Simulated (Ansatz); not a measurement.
# Nudged elastic band, with input and output: TiSi16 (part 3 of 3)

The same run, continued: TiSi16 (defect cell, 17 atoms in the cell); DFT PBE, scalar-relativistic, plane waves, PAW, PAW set soft_1, no spin polarisation (Ansatz 0.2.0); cutoff 420 eV, 2×2×2 k-mesh, Gaussian smearing of 0.02 eV. It belongs to a series of runs on one base structure; here: band between the two ends.

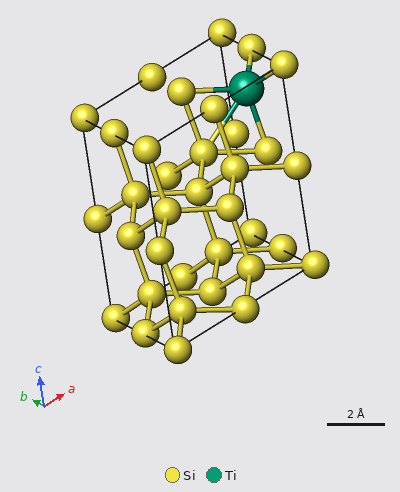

**Figure 1.** The starting structure (ball-and-stick view of the cell of the calculation, seen slightly off an axis). An atom can appear more than once, as a periodic image.

### Output, continued
```
  k-point 1: bands = ["-49.0833", "-25.5466", "-25.4559", "-25.4539", "-4.2084", "-4.1721", "-2.4726", "-2.3256", "-2.3153", "-2.2500", "-2.1005", "-2.0511", "0.2897", "0.4100", "0.5511", "0.5721", "0.6717", "0.8028", "2.7993", "3.0047", "3.2295", "3.2962", "3.3746", "3.4066", "3.4326", "3.6147", "4.4390", "4.4830", "4.6205", "4.6940", "4.7613", "4.9644", "5.8365", "6.0652", "6.1484", "6.4648", "6.7911", "7.6255", "7.9399", "8.2338", "8.2821", "8.3916", "8.4361", "8.5385", "8.8701", "8.9690", "9.0083", "9.6567", "10.2651", "10.6462", "10.6706", "10.7968", "11.1551", "11.3198", "11.5086"]
  k-point 2: bands = ["-49.0833", "-25.5466", "-25.4560", "-25.4539", "-4.2083", "-4.1723", "-2.4740", "-2.3241", "-2.3139", "-2.2514", "-2.1019", "-2.0496", "0.2907", "0.4111", "0.5492", "0.5752", "0.6706", "0.7988", "2.7994", "3.0054", "3.2290", "3.2985", "3.3730", "3.4051", "3.4358", "3.6175", "4.4397", "4.4814", "4.6191", "4.6930", "4.7616", "4.9650", "5.8380", "6.0620", "6.1496", "6.4612", "6.7918", "7.6215", "7.9387", "8.2327", "8.2865", "8.3917", "8.4355", "8.5404", "8.8720", "8.9679", "9.0083", "9.6595", "10.2706", "10.6453", "10.6622", "10.8004", "11.1516", "11.3170", "11.5095"]
  k-point 7: bands = ["-49.0833", "-25.5466", "-25.4559", "-25.4539", "-4.2086", "-4.1717", "-2.4730", "-2.3259", "-2.3161", "-2.2501", "-2.1007", "-2.0503", "0.2892", "0.4075", "0.5425", "0.5768", "0.6766", "0.8092", "2.8012", "3.0049", "3.2276", "3.2945", "3.3742", "3.4061", "3.4309", "3.6135", "4.4365", "4.4813", "4.6093", "4.7054", "4.7628", "4.9628", "5.8394", "6.0640", "6.1460", "6.4712", "6.7911", "7.6252", "7.9385", "8.2377", "8.2867", "8.3772", "8.4321", "8.5581", "8.9063", "8.9282", "9.0081", "9.6557", "10.2674", "10.6466", "10.6701", "10.7941", "11.1648", "11.3131", "11.5163"]
this run last wrote the band of iteration 31 to [file]
--- NEB band (5 images, 31 band iterations, 913 SCF iterations) ---
  forward barrier  = 1.735113 eV
  backward barrier = 1.735059 eV
  lagrangian_above_aufbau_ev (what the smearing adds, to first order; not taken off the barriers): saddle image -0.000262 eV, end points -0.002937 and -0.002884 eV
  climbing image's point = of a kind that is not told: the force calls were inconclusive, a negative curvature could not be distinguished from the path's own, the only one lies far off the path, or fixed occupations may fill a level only in part (lowest curvatures found: -2.60 and -0.10 eV/Å²)
  energies are F+E_penalty+E_count in eV, relative to image 0
  image     s (Å)  Δ vs image 0  max|band force component| (eV/Å)
      0    0.0000      0.000000                                 —
  *   1    1.2677      1.735113                          2.355e-2
      2    2.5210     -0.002076                          2.680e-2
      3    3.7727      1.734299                          2.641e-2
      4    5.0228      0.000054                                 —
  climbing-image geometry (image 1):
  cell:  # Å, volume = 320.2060 Å³
    - [0.0, 5.43, 5.43]
    - [5.43, 0.0, 5.43]
    - [5.43, 5.43, 0.0]
  atoms:
    - { symbol: Si, position: [0.006797460835826568, -0.023447004483728988, 0.012914806155543492] }
    - { symbol: Si, position: [0.1268496473194585, 0.11562883151015182, 0.15288386649952948] }
    - { symbol: Si, position: [-0.03232826523882511, 0.015483025125941446, 0.5134178262201287] }
    - { symbol: Si, position: [0.12651466283795526, 0.11625522309439179, 0.6144904916517184] }
    - { symbol: Si, position: [0.005419463462530083, 0.5153081988160833, 0.014116477434891639] }
    - { symbol: Si, position: [0.16458159911328635, 0.6157185481435241, 0.1148841142480364] }
    - { symbol: Si, position: [0.00579710301849129, 0.5148246931795946, 0.4754526074240885] }
    - { symbol: Si, position: [0.12595377675502145, 0.65482192695418, 0.6144890011091451] }
    - { symbol: Si, position: [0.49649224865899166, -0.0032323026127350496, 0.004973634835336943] }
    - { symbol: Si, position: [0.6362421521817312, 0.11382691710580994, 0.12209002769558497] }
    - { symbol: Si, position: [0.49735483478478204, -0.0031721408627914116, 0.4956906874222595] }
    - { symbol: Si, position: [0.5942824741371706, 0.13407036576517217, 0.6330152639512929] }
    - { symbol: Si, position: [0.5379847770430013, 0.4856038990605598, -0.014961003528765504] }
    - { symbol: Si, position: [0.6362559790649307, 0.622546196562755, 0.12199323498698156] }
    - { symbol: Si, position: [0.49560419065961736, 0.5061809776792678, 0.49619496908205973] }
    - { symbol: Si, position: [0.6353368135293597, 0.6231877462450403, 0.6133965824776443] }
    - { symbol: Ti, position: [0.06620966683667168, 0.3161733112167843, 0.8146341173345245] }
```

### The last band as extended XYZ (Å, eV, eV/Å)
```
17
Lattice="0.0000 5.4300 5.4300 5.4300 0.0000 5.4300 5.4300 5.4300 0.0000" Properties=species:S:1:pos:R:3:forces:R:3 image=0 energy=-12670.21674
Si   -0.1060    0.0763   -0.0196   -0.0001  -0.0031  -0.0011
Si    1.3143    1.4088    1.4002    0.0009   0.0000   0.0011
Si    2.6924    2.7137    0.0242    0.0001  -0.0002  -0.0006
Si    3.9885    4.1062    1.3812   -0.0002   0.0003  -0.0018
Si    2.7343    0.0736    2.8206    0.0000  -0.0020  -0.0008
Si    4.0283    1.4269    4.1142    0.0011   0.0026   0.0011
Si    5.3470    2.7238    2.7996   -0.0003   0.0001  -0.0020
Si    6.7644    4.1048    4.1581    0.0027   0.0013   0.0007
Si   -0.0616    2.7140    2.7783   -0.0012  -0.0011   0.0010
Si    1.2953    4.1064    4.0746   -0.0011   0.0002   0.0000
Si    2.6799    5.4713    2.7657    0.0006   0.0017   0.0019
Si    4.0304    6.7954    4.1162    0.0009  -0.0002  -0.0008
Si    2.7134    2.7235    5.4331    0.0001   0.0010  -0.0016
Si    4.0720    4.1050    6.8502   -0.0004   0.0011   0.0017
Si    5.3806    5.4708    5.4664   -0.0018   0.0013  -0.0010
Si    6.7449    6.7975    6.8310    0.0001  -0.0031   0.0005
Ti    6.7444    4.1241    1.4002   -0.0015   0.0001   0.0018
17
Lattice="0.0000 5.4300 5.4300 5.4300 0.0000 5.4300 5.4300 5.4300 0.0000" Properties=species:S:1:pos:R:3:forces:R:3 image=1 energy=-12668.48163
Si   -0.0572    0.1070   -0.0904   -0.0155   0.0047  -0.0072
Si    1.4580    1.5190    1.3167    0.0018  -0.0001  -0.0133
Si    2.8719    2.6123   -0.0915   -0.0067  -0.0181  -0.0191
Si    3.9679    4.0237    1.3182   -0.0009  -0.0067  -0.0064
Si    2.8748    0.1061    2.8276   -0.0098  -0.0012  -0.0016
Si    3.9672    1.5175    4.2370   -0.0235   0.0064   0.0147
Si    5.3772    2.6132    2.8270   -0.0090   0.0009  -0.0029
Si    6.8924    4.0206    4.2396    0.0011  -0.0134  -0.0030
Si    0.0095    2.7230    2.6784    0.0149   0.0059   0.0016
Si    1.2810    4.1177    4.0729    0.0056   0.0106   0.0048
Si    2.6744    5.3922    2.6834    0.0104  -0.0046  -0.0049
Si    4.1653    6.6642    3.9550    0.0233  -0.0085  -0.0083
Si    2.5556    2.8400    5.5581   -0.0018   0.0187   0.0181
Si    4.0428    4.1173    6.8353    0.0121   0.0110   0.0124
Si    5.4429    5.3855    5.4397    0.0135   0.0019   0.0056
Si    6.7147    6.7806    6.8338    0.0024   0.0038   0.0143
Ti    6.1403    4.7830    2.0763   -0.0181  -0.0114  -0.0049
17
Lattice="0.0000 5.4300 5.4300 5.4300 0.0000 5.4300 5.4300 5.4300 0.0000" Properties=species:S:1:pos:R:3:forces:R:3 image=2 energy=-12670.21882
Si    0.0381    0.0412   -0.0498   -0.0008  -0.0048  -0.0020
Si    1.4204    1.4408    1.2751   -0.0076   0.0138  -0.0127
Si    2.8302    2.7144    0.0097   -0.0268  -0.0002  -0.0126
Si    4.1209    4.0351    1.3244    0.0213   0.0062   0.0054
Si    2.7536   -0.0070    2.7123   -0.0096   0.0069   0.0041
Si    4.0575    1.3743    4.0902   -0.0025   0.0017   0.0019
Si    5.4730    2.6627    2.7603   -0.0062  -0.0049  -0.0056
Si    6.8565    3.9852    4.1609   -0.0052  -0.0169   0.0177
Si    0.0352    2.7672    2.6724    0.0040   0.0013   0.0062
Si    1.3904    4.0765    4.0674    0.0052   0.0019   0.0009
Si    2.7440    5.4340    2.7204    0.0107  -0.0052  -0.0018
Si    4.1215    6.8294    4.1183    0.0239  -0.0109  -0.0115
Si    2.6978    2.7091    5.4218    0.0097   0.0036   0.0099
Si    4.0531    4.0433    6.7589    0.0009   0.0093   0.0097
Si    5.4702    5.3839    5.4846   -0.0016   0.0064   0.0040
Si    6.8240    6.7828    6.7913    0.0034  -0.0004   0.0027
Ti    5.5085    5.4308    2.7218   -0.0187  -0.0078  -0.0161
17
Lattice="0.0000 5.4300 5.4300 5.4300 0.0000 5.4300 5.4300 5.4300 0.0000" Properties=species:S:1:pos:R:3:forces:R:3 image=3 energy=-12668.48244
Si    0.0093    0.0403   -0.0125    0.0114  -0.0061  -0.0074
Si    1.4587    1.4012    1.1946   -0.0016   0.0073  -0.0039
Si    2.8715    2.8072    0.0965   -0.0105   0.0206   0.0204
Si    4.1668    4.1901    1.4736    0.0233   0.0104   0.0112
Si    2.8790   -0.1112    2.6031   -0.0128  -0.0051  -0.0043
Si    4.0419    1.3118    4.0229    0.0103  -0.0172  -0.0153
Si    5.4425    2.7084    2.7567    0.0103  -0.0078  -0.0064
Si    6.8927    3.9113    4.1210   -0.0015  -0.0022   0.0072
Si   -0.0550    2.8121    2.6026   -0.0199   0.0020  -0.0064
Si    1.2823    4.0785    4.0209    0.0023  -0.0068  -0.0126
Si    2.6814    5.4641    2.7487    0.0068   0.0032   0.0028
Si    3.9747    6.8306    4.1185   -0.0067   0.0027   0.0023
Si    2.5506    2.5874    5.2990    0.0008  -0.0177  -0.0188
Si    3.9653    3.9070    6.6197   -0.0219  -0.0158  -0.0083
Si    5.3792    5.3202    5.5323   -0.0119   0.0013  -0.0082
Si    6.7158    6.7420    6.7949   -0.0005  -0.0166  -0.0067
Ti    6.1544    6.0836    3.3701    0.0221   0.0478   0.0544
17
Lattice="0.0000 5.4300 5.4300 5.4300 0.0000 5.4300 5.4300 5.4300 0.0000" Properties=species:S:1:pos:R:3:forces:R:3 image=4 energy=-12670.21669
Si   -0.0566   -0.0575   -0.0064   -0.0003   0.0005   0.0021
Si    1.3170    1.3230    1.2989    0.0020  -0.0037   0.0001
Si    2.6978    2.6969   -0.0051   -0.0015  -0.0005   0.0006
Si    4.0358    4.0349    1.3429    0.0005   0.0012  -0.0004
Si    2.7367   -0.0974    2.6377   -0.0011  -0.0021  -0.0016
Si    4.0771    1.3019    4.0345   -0.0003  -0.0030  -0.0026
Si    5.3852    2.6849    2.6679   -0.0008   0.0017   0.0017
Si    6.7682    3.9922    4.0356    0.0023   0.0018  -0.0048
Si   -0.1033    2.7420    2.6284   -0.0030   0.0027   0.0049
Si    1.2991    4.0756    4.0299   -0.0001   0.0005  -0.0027
Si    2.6843    5.3855    2.6660   -0.0007   0.0016   0.0005
Si    3.9933    6.7708    4.0310   -0.0001  -0.0003  -0.0050
Si    2.7185    2.7175    5.4139   -0.0041   0.0031   0.0036
Si    4.0279    4.0410    6.7114    0.0048  -0.0023  -0.0018
Si    5.3516    5.3509    5.4145   -0.0019   0.0026   0.0009
Si    6.7485    6.7507    6.7704    0.0051  -0.0027   0.0018
Ti    6.7465    6.7526    4.0139   -0.0008  -0.0010   0.0028
```

This output came from the following input.

### The input
```yaml
crystal:
  lattice:
    - [0.0, 5.43, 5.43]
    - [5.43, 0.0, 5.43]
    - [5.43, 5.43, 0.0]
  atoms:
    - { symbol: Si, position: [0.01497397, -0.01858475, -0.00092798] }
    - { symbol: Si, position: [0.13763271, 0.12023203, 0.12180951] }
    - { symbol: Si, position: [0.00419014, 0.00026764, 0.49556997] }
    - { symbol: Si, position: [0.13801286, 0.11635366, 0.6181848] }
    - { symbol: Si, position: [0.01471936, 0.50471976, -0.0011589] }
    - { symbol: Si, position: [0.13930546, 0.61837864, 0.12347516] }
    - { symbol: Si, position: [0.0162441, 0.49934107, 0.48538088] }
    - { symbol: Si, position: [0.13798718, 0.62777843, 0.6179622] }
    - { symbol: Si, position: [0.5114088, 0.00024098, -0.01159436] }
    - { symbol: Si, position: [0.63405059, 0.11634484, 0.12219802] }
    - { symbol: Si, position: [0.51170865, -0.00237666, 0.49590491] }
    - { symbol: Si, position: [0.63362964, 0.12442559, 0.61781971] }
    - { symbol: Si, position: [0.5012189, 0.49935281, 0.00034781] }
    - { symbol: Si, position: [0.63380709, 0.62774355, 0.12217032] }
    - { symbol: Si, position: [0.51165923, 0.49504737, 0.49584721] }
    - { symbol: Si, position: [0.63385632, 0.62415336, 0.61799403] }
    - { symbol: Ti, position: [-0.11234871, 0.37020728, 0.87185253] }
basis:
  ecutwfc: 420.0
kpoints:
  mp_grid: { grid: [2, 2, 2] }
hamiltonian:
  xc: pbe
  pseudopotentials: { kind: paw, azcp: { folder: soft_1 } }
scf:
  occupations: { method: gaussian, width: 0.02 }
  lower_state_search: "off"
neb:
  images: 3
  f_tol: 0.03
  initial_path: linear
  max_iterations: 52
  optimiser: lbfgs
  final_atoms:
    - { symbol: Si, position: [-0.00067006, -0.000502, -0.00992549] }
    - { symbol: Si, position: [0.12016046, 0.11905239, 0.12348765] }
    - { symbol: Si, position: [-0.00055024, -0.00038879, 0.4972158] }
    - { symbol: Si, position: [0.12357641, 0.12373813, 0.619496] }
    - { symbol: Si, position: [-0.01808785, 0.50384953, 0.00015362] }
    - { symbol: Si, position: [0.11595857, 0.62703797, 0.12380236] }
    - { symbol: Si, position: [-0.00298769, 0.49431206, 0.49743552] }
    - { symbol: Si, position: [0.11598475, 0.6272144, 0.61922259] }
    - { symbol: Si, position: [0.50402471, -0.01997485, 0.00095276] }
    - { symbol: Si, position: [0.62674574, 0.1154078, 0.12382874] }
    - { symbol: Si, position: [0.49421629, -0.00324526, 0.49759012] }
    - { symbol: Si, position: [0.62692918, 0.11543526, 0.61998803] }
    - { symbol: Si, position: [0.49842428, 0.49860621, 0.00203149] }
    - { symbol: Si, position: [0.61920662, 0.6167873, 0.12499116] }
    - { symbol: Si, position: [0.49851366, 0.49863601, 0.48692261] }
    - { symbol: Si, position: [0.62362296, 0.62322407, 0.61959875] }
    - { symbol: Ti, position: [0.37015768, 0.36904662, 0.87340765] }
  order_check: true
```

Launched with:
```bash
ansatz run input.yaml --threads 1 --pin off --max-ram 3072MiB --backend cpu --events-out ev --progress --plain --runs-dir out
```

### Key numbers

- outcome: converged
- barrier, forward: 1.735 eV
- barrier, backward: 1.735 eV
- electrons treated: 76
- hardware: 1 thread of Arm Neoverse V2, 24 GiB of memory available, shared host
- wall time: 14 min
- peak memory: 0.82 GiB

### Notes

The k-point mesh is coarse for a cell of this size, so the results may not be converged.
